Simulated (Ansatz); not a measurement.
# SiC (F-43m): relaxations under a series of pressures from a Python script

How does SiC (F-43m) give way under pressure? A script is to give relaxations under a series of pressures; the system is SiC (F-43m).

Computed with Ansatz 0.2.0, driven from Python. Level of theory: DFT PBE, plane waves, PAW.

**1. The structure**

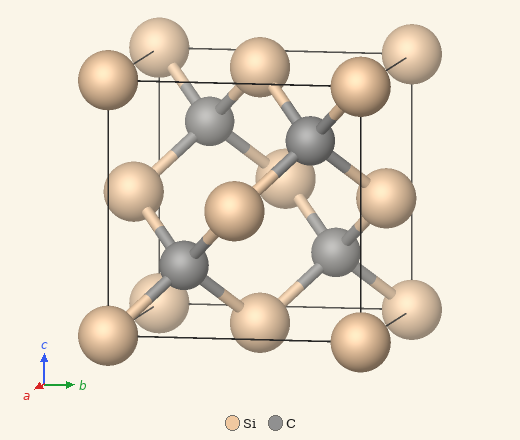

The structure that the script starts from, seen slightly off an axis (silicon light orange, carbon grey). The cell is the conventional one. Atoms on cell faces are repeated.

Input file sic.extxyz:

```xyz
2
Lattice="0.0 2.179 2.179 2.179 0.0 2.179 2.179 2.179 0.0" Properties=species:S:1:pos:R:3 pbc="T T T"
Si    0.00000000    0.00000000    0.00000000
C     1.08950000    1.08950000    1.08950000
```

**2. The script**

File sic_compress.py:

```python
# -*- coding: utf-8 -*-
import logging
import sys

import ansatz as az
import numpy as np

logging.basicConfig(stream=sys.stdout, format="%(levelname)s:%(name)s:%(message)s")
logger = logging.getLogger("sic")
logger.setLevel(logging.INFO)

XC = "PBE"
CUTOFF_EV = 510
KGRID = (8, 8, 8)
OCCUPATIONS = "fermi_dirac"
WIDTH_EV = 0.02

def edges_and_angles(cell):
    cell = np.asarray(cell)
    a, b, c = np.linalg.norm(cell, axis=1)
    cosines = cell[1] @ cell[2] / (b * c), cell[0] @ cell[2] / (a * c), cell[0] @ cell[1] / (a * b)
    return (a, b, c, *np.degrees(np.arccos(cosines)))

cell = az.Crystal.from_extxyz("sic.extxyz")

setup = (
    cell.calculation()
    .functional(XC)
    .basis(CUTOFF_EV)
    .kpoints(*KGRID)
    .occupations(OCCUPATIONS, width=WIDTH_EV)
)

rows = []
for pressure in [-2, 0, 2, 5, 10]:
    outcome = setup.relax(cell=True, pressure=pressure).run()
    cell = outcome.lattice.cell_ang
    n_atoms = len(outcome.lattice.sites)
    volume = abs(np.linalg.det(cell)) / n_atoms
    enthalpy = outcome.report["free_energy_ev"] / n_atoms + pressure * volume / 160.21766
    rows.append((pressure, volume, enthalpy, *edges_and_angles(cell)))
    logger.info(f"{pressure} GPa done: {volume:.4f} A^3/atom")

logger.info(" P (GPa)  V (A^3/atom)  H (eV/atom)     a       b       c")
for row in rows:
    logger.info("{:8.1f} {:12.4f} {:14.5f} {:7.4f} {:7.4f} {:7.4f}".format(*row[:6]))
p, v = np.array([row[0] for row in rows], float), np.array([row[1] for row in rows])
print("mean bulk modulus between rows (GPa):", np.round(-np.diff(p) / np.diff(np.log(v)), 1))
```

**3. Running it**

Started as:

```bash
> python sic_compress.py
```

The program printed:

```text
INFO:sic:-2 GPa done: 10.6027 A^3/atom
INFO:sic:0 GPa done: 10.5001 A^3/atom
INFO:sic:2 GPa done: 10.4051 A^3/atom
INFO:sic:5 GPa done: 10.2679 A^3/atom
INFO:sic:10 GPa done: 10.0580 A^3/atom
INFO:sic: P (GPa)  V (A^3/atom)  H (eV/atom)     a       b       c
INFO:sic:    -2.0      10.6027     -443.71268  3.1069  3.1069  3.1069
INFO:sic:     0.0      10.5001     -443.58096  3.0968  3.0968  3.0968
INFO:sic:     2.0      10.4051     -443.45048  3.0874  3.0874  3.0874
INFO:sic:     5.0      10.2679     -443.25694  3.0738  3.0738  3.0738
INFO:sic:    10.0      10.0580     -442.93983  3.0527  3.0527  3.0527
mean bulk modulus between rows (GPa): [205.8 219.9 226.1 242. ]
```

Run time: 16 s. Hardware: 1 thread of Arm Neoverse V1, shared host; peak memory 0.36 GiB.

**4. Run by run**

From the records of these 5 runs:

| run | pressure asked (GPa) | energy from run 2 (meV/atom) | final volume (Å³/atom) | pressure (GPa) | SCF cycles in all | CPU time (s) |
| --- | --- | --- | --- | --- | --- | --- |
| 1 | -2 | 0.63 | 10.60 | -2.00 | 22 | 3.4 |
| 2 | 0 | 0.00 | 10.50 | 0.03 | 19 | 2.7 |
| 3 | 2 | 0.60 | 10.41 | 2.00 | 18 | 2.6 |
| 4 | 5 | 3.59 | 10.27 | 5.01 | 18 | 2.6 |
| 5 | 10 | 13.37 | 10.06 | 10.00 | 22 | 3.3 |

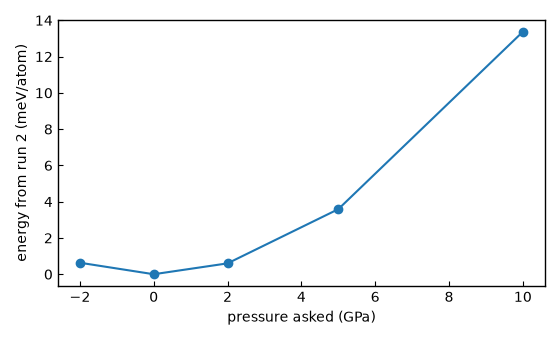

Energy against pressure asked; lines join the points.

**5. How the relaxation of run 1 went**

The steps of the relaxation:

```csv
step,energy from step 1 (eV/cell),largest force component (eV/Å),pressure (GPa),volume (Å³)
1,0.0000,0.0000,3.28,20.69
2,-0.0031,0.0000,0.51,20.95
3,-0.0020,0.0000,-1.91,21.20
4,-0.0019,0.0000,-2.00,21.21
5,-0.0019,0.0000,-2.00,21.21
```

Step 1 is the start. Step 5 repeats the geometry before it on a plane-wave basis chosen anew for that cell, so its energy need not be comparable with the rows above.

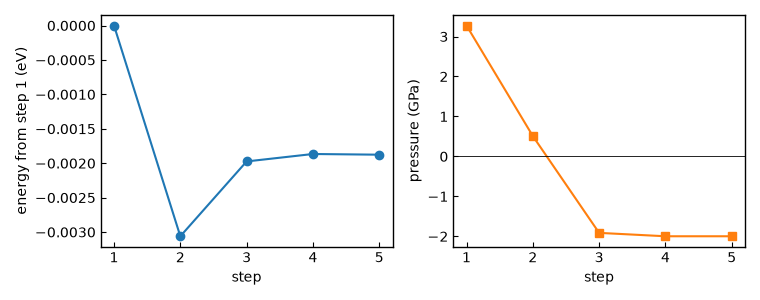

Energy and pressure along the relaxation.

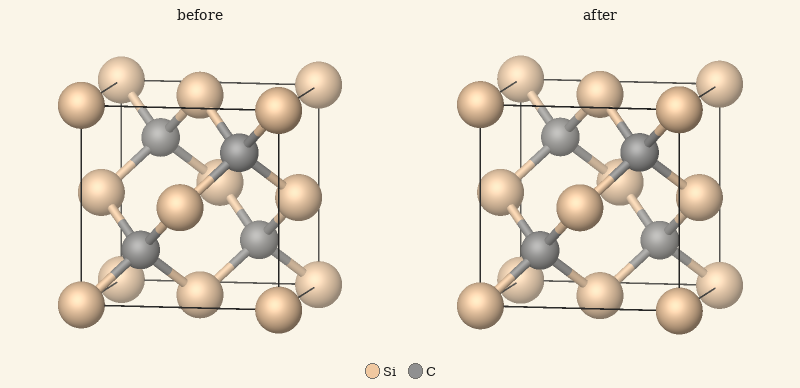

Before and after, at one scale. The change is too small to see at this scale.

Lengths and angles in the start's conventional setting:

«Before» is this run's own start.

|  | before | after | change |
| --- | --- | --- | --- |
| a (Å) | 4.358 | 4.394 | +0.8 % |
| b (Å) | 4.358 | 4.394 | +0.8 % |
| c (Å) | 4.358 | 4.394 | +0.8 % |
| volume (Å³/atom) | 10.35 | 10.60 | +2.5 % |
| shortest distance (Å) | 1.887 | 1.903 | +0.8 % |
| space group (0.01 Å) | F-43m | F-43m | same |

Forces and stress were held to the start's 24 operations: a distortion of lower symmetry was not tested.

Under a set pressure the enthalpy E + pV is minimised, so E itself may rise.

**6. The relaxation of run 5, step by step**

Relaxation path:

```
step  energy from step 1 (eV/cell)  largest force component (eV/Å)  pressure (GPa)  volume (Å³)
   1                        0.0000                          0.0000            3.28        20.69
   2                        0.0105                          0.0000            7.02        20.36
   3                        0.0242                          0.0000           10.12        20.11
   4                        0.0236                          0.0000           10.00        20.12
   5                        0.0236                          0.0000           10.00        20.12
```

Step 1 is the start. Step 5 repeats the geometry before it on a plane-wave basis chosen anew for that cell, so its energy need not be comparable with the rows above.

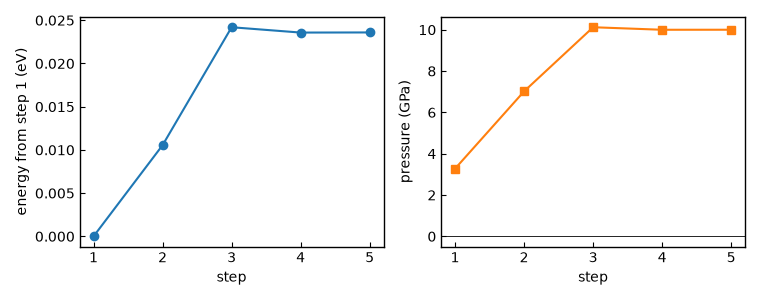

Energy and pressure along the relaxation.

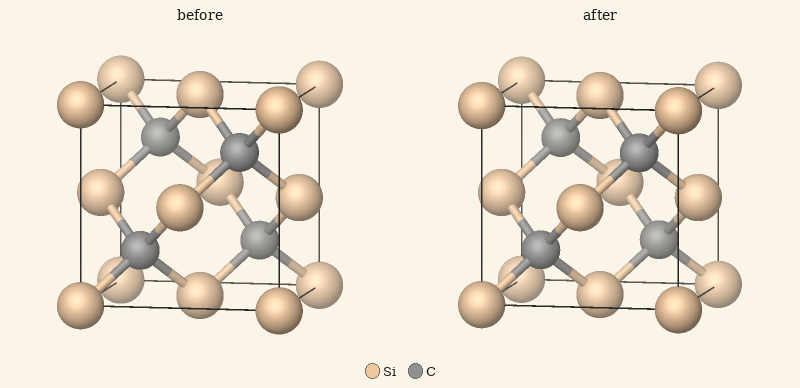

The structure before (left) and after (right) the relaxation, drawn at the same scale. The change is too small to see at this scale.

Lengths and angles in the start's conventional setting:

«Before» is this run's own start.

|  | before | after | change |
| --- | --- | --- | --- |
| a (Å) | 4.358 | 4.317 | -0.9 % |
| b (Å) | 4.358 | 4.317 | -0.9 % |
| c (Å) | 4.358 | 4.317 | -0.9 % |
| volume (Å³/atom) | 10.35 | 10.06 | -2.8 % |
| shortest distance (Å) | 1.887 | 1.869 | -0.9 % |
| space group (0.01 Å) | F-43m | F-43m | same |

Forces and stress were held to the start's 24 operations: a distortion of lower symmetry was not tested.

Under a set pressure the enthalpy E + pV is minimised, so E itself may rise.

**7. Summary of results**

| quantity | value |
| --- | --- |
| bulk modulus between neighbouring pressures | 205.8 to 242 GPa |
| runs compared | 5 |
| range of energy | 13.37 meV/atom |

In words: The crystal stiffens as it is compressed. The volume falls from 10.60 Å³ an atom at -2 GPa to 10.06 at 10 GPa, by 5.1 %. Between -2 and 0 GPa, -V dP/dV is about 206 GPa, a mean over that step. In run 1, the volume grew by 2.5 % over 3 moves under the -2 GPa asked, and the space group stayed F-43m. In run 5, over 3 moves the cell shrank by 2.8 % in volume under the 10 GPa asked, and the space group stayed F-43m. At a fixed pressure a relaxation lowers the enthalpy F + PV, while F alone can rise. Symmetry holds the cell in this phase, so another phase that may be stable under pressure is not reached.
